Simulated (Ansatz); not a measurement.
Si

```cif
data_structure
_symmetry_space_group_name_H-M 'P 1'
_symmetry_Int_Tables_number 1
_cell_length_a 2.6205
_cell_length_b 4.1985
_cell_length_c 2.4664
_cell_angle_alpha 90.000
_cell_angle_beta 90.000
_cell_angle_gamma 90.000
_cell_volume 27.14
loop_
_atom_site_label
_atom_site_type_symbol
_atom_site_fract_x
_atom_site_fract_y
_atom_site_fract_z
_atom_site_occupancy
Si1 Si 0.00000 0.00000 0.00000 1
Si2 Si 0.50000 0.50000 0.00000 1
```

Space group Cmmm; a structure from a database of computed crystals, not necessarily the ambient phase; changed on purpose from its base cell (strain -0.0750 x Voigt [0, 1, 0, 0, 0, 0], atoms carried along); computed pressure about 14 GPa in this cell.

Computed with Ansatz, DFT r2SCAN, scalar-relativistic, plane waves, PAW.

Core electrons are frozen (PAW), and the valence fields are smoothed inside the atomic spheres.

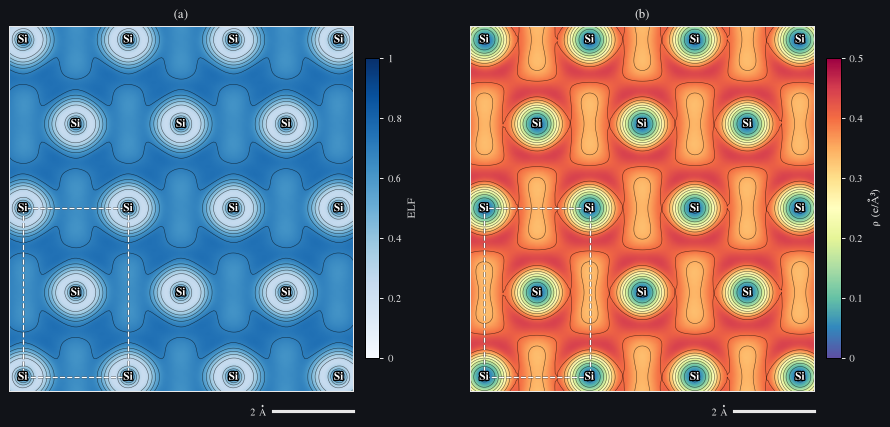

Figure 1. (a) electron localisation function; (b) valence charge density (pseudo) on the (001) plane of the conventional cell.

**Interpret the plot.**

The plane passes through Si nuclei. Si–Si (2.47 Å): ρ at the midpoint is about 0.41 e/Å³; the ELF peaks at about 0.75 between the atoms. Between the atoms the lowest density in this plane is 0.33 e/Å³.

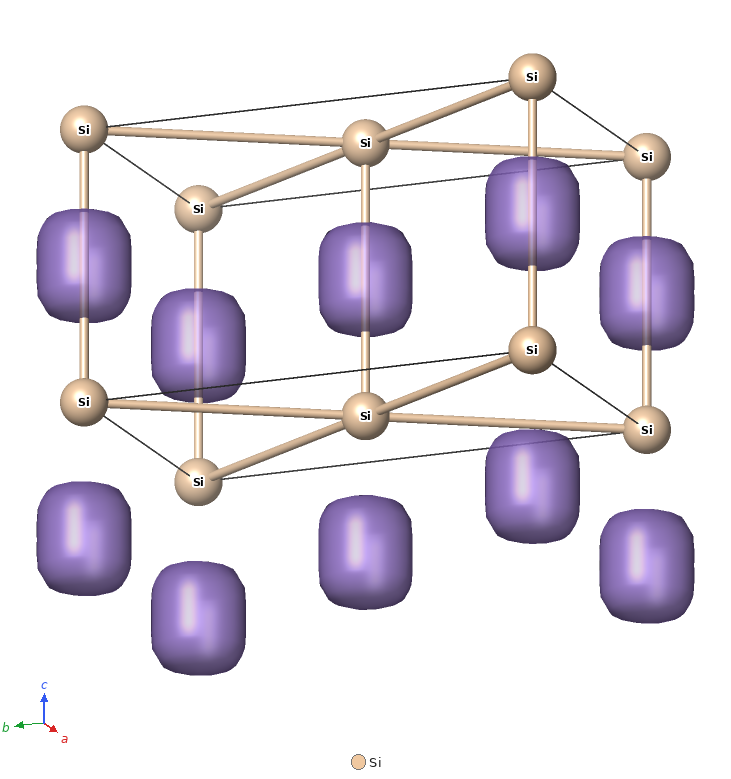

Figure 2. Isosurface of the ELF at 0.8 (purple), seen at an oblique angle. Only the valence region is drawn (cores and ρ < 0.01 e/Å³ removed). Sticks mark near contacts.

**Where are the electrons localised?**

At this value the surface marks out two regions between bonded Si–Si atoms, counted in one cell of 2 atoms. Regions shared between cells count once.

**Does the calculation make it a metal, or give it a gap?**

It is gapless in this calculation (a metal or semimetal).
